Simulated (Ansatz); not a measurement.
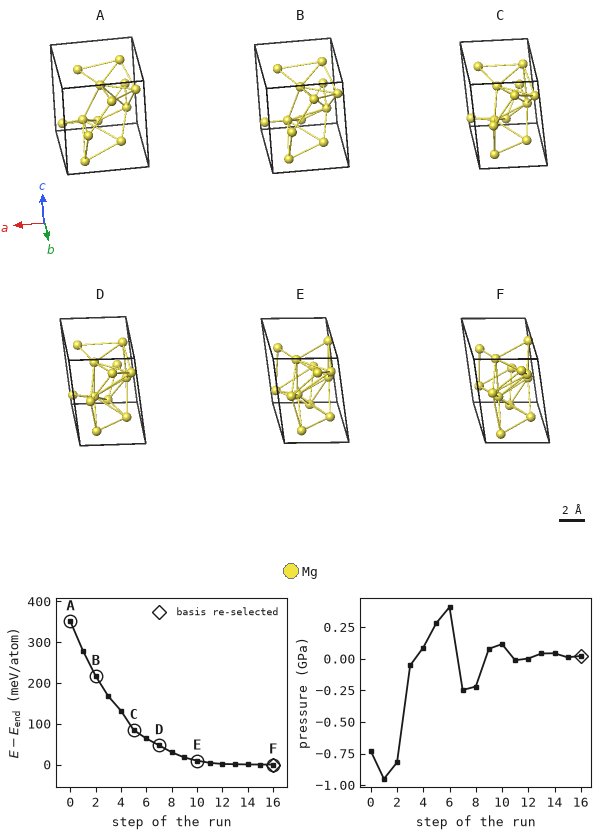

Frames of a relaxation of an amorphous cell of composition Mg (coarse preliminary run), marked on the history of the run. The picture is a ball-and-stick view of the cell of the calculation, seen from a free direction.

Case: atoms packed at random at 1.25 times the crystal's volume.

These are results of DFT PBE, scalar-relativistic, plane waves, PAW (Ansatz), not measurements. (plane-wave cutoff 420 eV; k-point mesh 2 × 2 × 2; occupations gaussian; smearing width 0.1 eV; mesh shifted by (0.5, 0.5, 0.5); no spin polarisation; cell and atoms relaxed; force threshold 0.04 eV/Å; at most 70 steps)

### Describe the path.

The largest move relative to the cell is that of a Mg atom, 1.42 Å along [1 −3 2]. The drawn cell changes as follows: a 6.789 → 5.464 Å (−19.5 %), b 7.393 → 7.785 Å (+5.3 %), c 7.548 → 7.641 Å (+1.2 %), α 96.4° → 89.4°, β 86.6° → 74.8°, γ 82.9° → 80.0°; the volume changes by −17.2 %. Near-neighbour distances that change, for instance: Mg–Mg 6.134 → 3.360 Å, Mg–Mg 5.833 → 3.414 Å, Mg–Mg 5.217 → 2.909 Å, Mg–Mg 2.900 → 5.031 Å. New bonds form: Mg–Mg (4.21 → 2.85 Å). Among the angles between lasting bonds that change: Mg–Mg–Mg 114.7° → 58.9°, Mg–Mg–Mg 138.2° → 87.8°, Mg–Mg–Mg 153.6° → 104.0°. After 15 accepted moves (16 points after the start) the energy has fallen by 351 meV per atom. The largest force component goes from 0.85 to 0.0075 eV/Å. The pressure goes from −0.73 to 0.02 GPa. At 1 point the geometry stayed and the basis and grid were re-selected for the new cell (energy shift of less than 0.05 meV per atom at most each time). Cost: 92 s on 2 threads of Arm Neoverse V2 (shared host), peak memory 0.59 GiB. From step 0 to 2: a Mg atom moves most (0.39 Å), volume −7.5 %, energy −134 meV per atom. From step 2 to 5: a Mg atom moves most (0.43 Å), volume −7.9 %, energy −132 meV per atom. From step 5 to 7: a Mg atom moves most (0.39 Å), volume +0.3 %, energy −37.4 meV per atom. From step 7 to 10: a Mg atom moves most (0.47 Å), volume −2.5 %, energy −37.6 meV per atom. From step 10 to 16: a Mg atom moves most (0.44 Å), volume −0.6 %, energy −9.6 meV per atom.

| step | E − E(0), meV/atom | largest force component, eV/Å | pressure, GPa | volume, Å³/atom | note |
| --- | --- | --- | --- | --- | --- |
| 0 | 0.00 | 0.8525 | -0.73 | 28.663 |  |
| 1 | -72.36 | 0.5999 | -0.95 | 27.552 |  |
| 2 | -134.03 | 0.5039 | -0.82 | 26.527 |  |
| 3 | -183.71 | 0.2877 | -0.05 | 25.275 |  |
| 4 | -219.15 | 0.2478 | 0.09 | 24.836 |  |
| 5 | -266.50 | 0.3359 | 0.28 | 24.424 |  |
| 6 | -287.22 | 0.3819 | 0.41 | 24.183 |  |
| 7 | -303.89 | 0.2542 | -0.25 | 24.487 |  |
| 8 | -320.87 | 0.1678 | -0.22 | 24.319 |  |
| 9 | -333.83 | 0.1259 | 0.08 | 24.020 |  |
| 10 | -341.51 | 0.1131 | 0.12 | 23.886 |  |
| 11 | -346.91 | 0.0827 | -0.01 | 23.875 |  |
| 12 | -349.67 | 0.0413 | 0.00 | 23.789 |  |
| 13 | -350.30 | 0.0262 | 0.04 | 23.737 |  |
| 14 | -350.86 | 0.0405 | 0.04 | 23.719 |  |
| 15 | -351.12 | 0.0075 | 0.01 | 23.736 |  |
| 16 | -351.15 | 0.0075 | 0.02 | 23.736 | same geometry, new basis |

Limits of the set-up: the k-point mesh is coarse for a cell with partly filled bands; the periodic images lie only 6.8 Å apart, so the values are limited by the cell's size.
